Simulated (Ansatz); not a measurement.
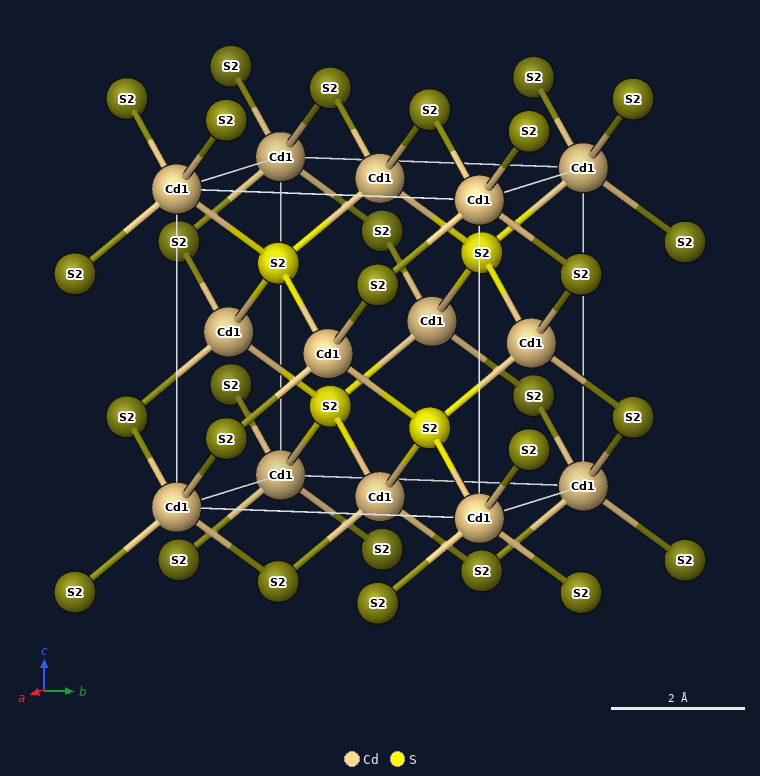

**Figure 1.** The input geometry (ball-and-stick view of the cell 4 times as large as that of the calculation, set on its symmetry axes, seen slightly off an axis; neighbours outside the cell are drawn fainter; atoms are numbered from 1 in the order of the input).

# CdS: band-structure calculation

System: CdS (F-43m, 2 atoms in the cell).
Method: DFT, PBEsol, PAW with Ansatz's default frozen-core files, scalar-relativistic, no spin polarisation (Ansatz 0.2.0).

It belongs to a series of runs on one base structure; here: volume scaled by 0.55, PAW files. Figures and captions count atoms from 1; the log counts them from 0 in places.

**The input**
```yaml
crystal:
  lattice:
    - [0.0, 2.4112243722, 2.4112243722]
    - [2.4112243722, 0.0, 2.4112243722]
    - [2.4112243722, 2.4112243722, 0.0]
  atoms:
    - { symbol: Cd, position: [0.0, 0.0, 0.0] }
    - { symbol: S, position: [0.75, 0.75, 0.75] }
kpoints:
  mp_grid: { grid: [8, 8, 8] }
  band_path:
    path:
      - [0.0, 0.0, 0.0]
      - [-0.5, -0.5, 0.0]
      - [-0.375, -0.375, 0.25]
      - [-0.375, 0.0, 0.375]
      - [0.0, 0.0, 0.0]
      - [0.0, 0.0, 0.5]
      - [-0.5, -0.25, 0.25]
      - [-0.5, -0.5, 0.0]
    npoints: 6
scf:
  occupations: { method: fermi_dirac, width: 0.03 }
hamiltonian:
  xc: pbesol
  pseudopotentials: { kind: paw }
output:
  forces: true
  stress: true
  eigenvalues: true
  populations: true
```

Hardware: 1 thread of AMD EPYC (Zen 3), 32 GiB of memory available, shared host.

Run as:
```bash
ansatz run input.yaml --threads 1 --pin off --max-ram 2048MiB --backend cpu --events-out ev --progress --plain --runs-dir out
```

**Log**
```
Engine: ansatz 0.2.0, x86_64-unknown-linux-gnu
Pseudopotentials: kind: paw
Pseudopotential: Cd, paw, valence charge 20, recommended cutoff 420 eV (normal), Cd.paw.azcp
Pseudopotential: S, paw, valence charge 6, recommended cutoff 420 eV (normal), S.paw.azcp
Functional definition: PBEsol
  exchange = pbesol_x
  correlation = pbesol_c
Crystal: 2 atoms, lattice volume = 28.038 Å³
Basis set: ecut = 420 eV, 537 PW (Γ), exchange–correlation on 48×48×48 points (8 copies of the dense FFT grid, shifted against one another)
Bands: 17, of which v1, the nominal top of the filled ones, is band 13 counted from 1 (12 counted from 0)
Symmetry: 24 space group operations
Space group: F-43m (ITA 216), of the structure as read, at distance tolerance 3.0e-5 Å
k-points: 29 of 512 (time reversal used)
Non-local potential: Cd, projectors of the file, l = 0: 3, l = 1: 2, l = 2: 2, l = 3: 1
Non-local potential: S, projectors of the file, l = 0: 2, l = 1: 2, l = 2: 2
PAW form: soft (Blöchl's): semilocal exchange-correlation on the pseudo side does not see the compensation charge
PAW frozen core: Cd, regenerated for the run's functional, and the local potential with it (the file was generated under x = pbe(κ = 0.804, μ = 0.2195149727645171), c = pbe(β = 0.06672455060314922))
PAW frozen core: S, regenerated for the run's functional, and the local potential with it (the file was generated under x = pbe(κ = 0.804, μ = 0.2195149727645171), c = pbe(β = 0.06672455060314922))
PAW one-centre angular grid: Cd, 590 points (default); XC on 64 Gauss nodes
PAW one-centre angular grid: S, 110 points (default); XC on 64 Gauss nodes
Initial density: superposition of atomic densities (neutral atoms: chi_scale 0, normalization atom), corrected by the library's trained network
Initial wavefunctions: pseudopotential atomic-orbital guess
Functional: x = pbesol(κ = 0.804, μ = 0.12345679012345678), c = pbesol(β = 0.046)
SCF iter   1: F=—  HF=-9065.213299 eV  |F-HF|=—  |Δ(HF+E_count)|=         —  Δρ=7.22e-3  dr2=1.25e-2  ethr=1.77e-3  ⟨swp⟩=5.9  Hψ=2663  notcnv=0
preconditioner: auto → none  [insulator: Δε(μ)=1.548 eV  Ē_g=15.526 eV  σ=0.030 eV  W_gap=1.00  n_scr=14 (ndim 8)  ℏωp=29.8 eV  f_vac=0.001  D(μ)=0.00/eV (n_scr^D=0)  ε∞_Penn≈4.7]
SCF iter   2: F=—  HF=-9065.207095 eV  |F-HF|=—  |Δ(HF+E_count)|=   6.20e-3  Δρ=1.87e-3  dr2=5.76e-4  ethr=4.80e-5  ⟨swp⟩=2.0  Hψ=1086  notcnv=0
SCF iter   3: F=—  HF=-9065.207626 eV  |F-HF|=—  |Δ(HF+E_count)|=   5.31e-4  Δρ=7.49e-4  dr2=7.34e-5  ethr=2.22e-6  ⟨swp⟩=2.5  Hψ=843  notcnv=0
SCF iter   4: F=—  HF=-9065.207835 eV  |F-HF|=—  |Δ(HF+E_count)|=   2.09e-4  Δρ=3.49e-4  dr2=1.62e-5  ethr=2.82e-7  ⟨swp⟩=2.0  Hψ=752  notcnv=0
SCF iter   5: F=—  HF=-9065.207892 eV  |F-HF|=—  |Δ(HF+E_count)|=   5.75e-5  Δρ=7.16e-5  dr2=6.07e-7  ethr=6.23e-8  ⟨swp⟩=2.1  Hψ=600  notcnv=0
SCF iter   6: F=-9065.207895 eV  HF=-9065.207895 eV  |F-HF|=3.80e-8  |Δ(HF+E_count)|=   2.59e-6  Δρ=8.71e-6  dr2=7.62e-9  ethr=3.85e-10  ⟨swp⟩=5.0  Hψ=2146  notcnv=0
SCF 1 converged in 6 iterations: F = -9065.207895 eV  dr2 = 7.62e-9
  greatest PAW one-centre occupation: 1.000 electrons in one spin orbital (limit 2), on the Cd atom at site 0 (counted from 0), in its partial waves of l = 0
```

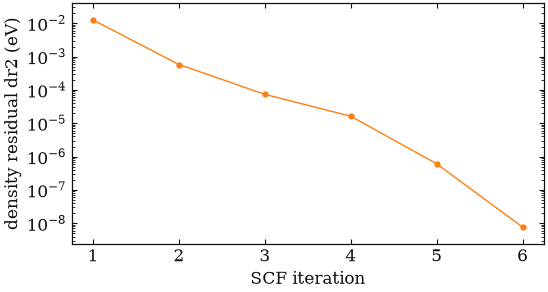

**Figure 2.** Convergence of the self-consistent field: density residual dr2 against the SCF iteration. The residual falls at every step.

```
NSCF: frozen V_eff on 43 k-points
SCF converged after 6 iterations
Free energy (F): -9065.207895 eV
Harris-Foulkes:  -9065.207895 eV  (|F-HF|=3.80e-8)
Internal energy: -9065.207895 eV  (E = F + TS)
E sigma→0 (E₀):  -9065.207895 eV
Fermi energy:    19.132561 eV
--- Per-component energies (eV) ---
  E_band       = -296.050139
  E_kinetic    = 637.344610
  E_local      = -3099.873114  (includes V_loc(G=0)·N_el)
  E_nonlocal   = 65.492227
  E_hartree    = 1481.897749
  E_xc         = -282.306658
  E_vxc        = -322.576424  (∫ρ·V_xc dr)
  E_paw        = -4596.352505  (= ΣΔE_a)
  E_vpaw       = -540.235605  (= ΣTr[D̂ρ^β])
  E_aug_tail   = 0.000012  (compensation charges beyond the density's cutoff)
  E_ewald      = -3271.814125
  E_core_change = 0.403909  (= ΣΔE_core)
  E_smearing   = -0.000000  (= −TS)
  E_closure    = -0.000000  (closes the sum)
  Σ components = -9065.207895   (vs F -9065.207895, Δ=0.00e0)
--- Forces (eV/Å), atoms counted from 1 ---
  atom   1  Cd     0.00000000    -0.00000000    -0.00000000
  atom   2  S      0.00000000     0.00000000     0.00000000
  max |Σ_I F_I| component: 4.81e-16 eV/Å
--- Stress (GPa, compression-positive) ---
      126.977030       0.000000      -0.000000
        0.000000     126.977030       0.000000
       -0.000000       0.000000     126.977030
  P = ⅓ Tr σ = 126.9770 GPa (1269.770 kbar)
--- Band table (eV; the first three rows and the last of 29) ---
  k-point 0: bands = ["-85.9357", "-47.0851", "-47.0851", "-47.0851", "0.3544", "6.0036", "6.0036", "6.0036", "7.6537", "7.6537", "18.3083", "18.3083", "18.3083", "19.9239", "23.5818", "23.5818", "23.5818"]
  k-point 1: bands = ["-85.9356", "-47.0874", "-47.0855", "-47.0855", "0.5310", "6.0418", "6.0759", "6.0759", "7.6431", "7.6431", "16.6804", "17.9647", "17.9647", "20.7591", "23.5970", "23.9725", "23.9725"]
  k-point 2: bands = ["-85.9354", "-47.0928", "-47.0864", "-47.0864", "0.9622", "6.2296", "6.2296", "6.3031", "7.6596", "7.6596", "13.9477", "17.2200", "17.2200", "21.2967", "24.2419", "24.4886", "24.4886"]
  k-point 28: bands = ["-85.9348", "-47.0968", "-47.0946", "-47.0912", "1.8968", "6.4335", "6.8669", "7.5184", "7.5237", "10.0068", "10.5360", "11.9892", "13.3541", "22.8224", "25.3107", "25.3564", "25.3720"]
--- Löwdin populations: 2 sites ---
  site symbol       q [e]
     0     Cd     18.5629
     1      S      7.1097
  spilling = 0.012596 (of n_electrons = 26.000000)
```

**File populations.tsv**
```
# site	symbol	l	j	q
# orbitals = lowdin
# n_electrons = 26.000000
# spilling = 0.012596
0	Cd	0_4S	-	1.984603
0	Cd	0_5S	-	0.683973
0	Cd	1_4P	-	5.997227
0	Cd	2_4D	-	9.897047
1	S	0_3S	-	1.752478
1	S	1_3P	-	5.357187
```

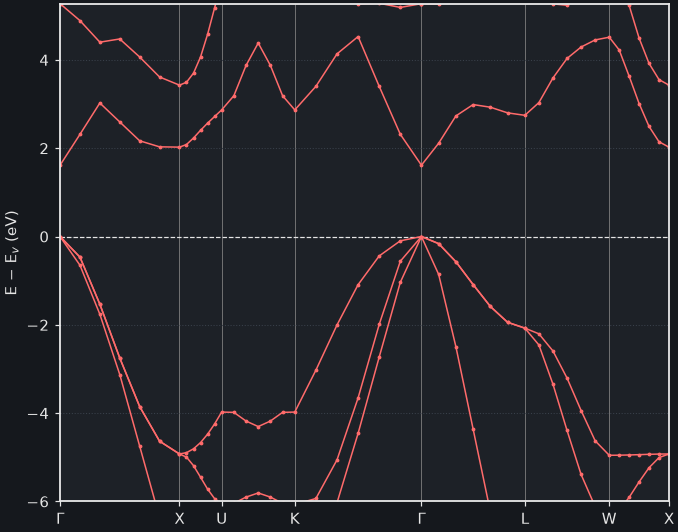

**Figure 3.** Band structure along Γ–X–U–K–Γ–L–W–X, with energies from the valence-band top. There is a gap of 1.62 eV on this path, direct, at Γ.

**Key numbers**

- outcome: converged
- space group (tolerance 0.01 Å): F-43m (216)
- electrons treated: 26
- free energy: −9065.2079 eV
- Fermi energy: 19.133 eV
- gap on the k-point mesh: 1.62 eV
- pressure: 126.98 GPa
- largest force (length of the vector): under 0.001 eV/Å
- wall time: 2.2 s
- peak memory: 0.36 GiB

**Remarks**

The cell is under a pressure of 127 GPa at this level, so it is not at its equilibrium volume.
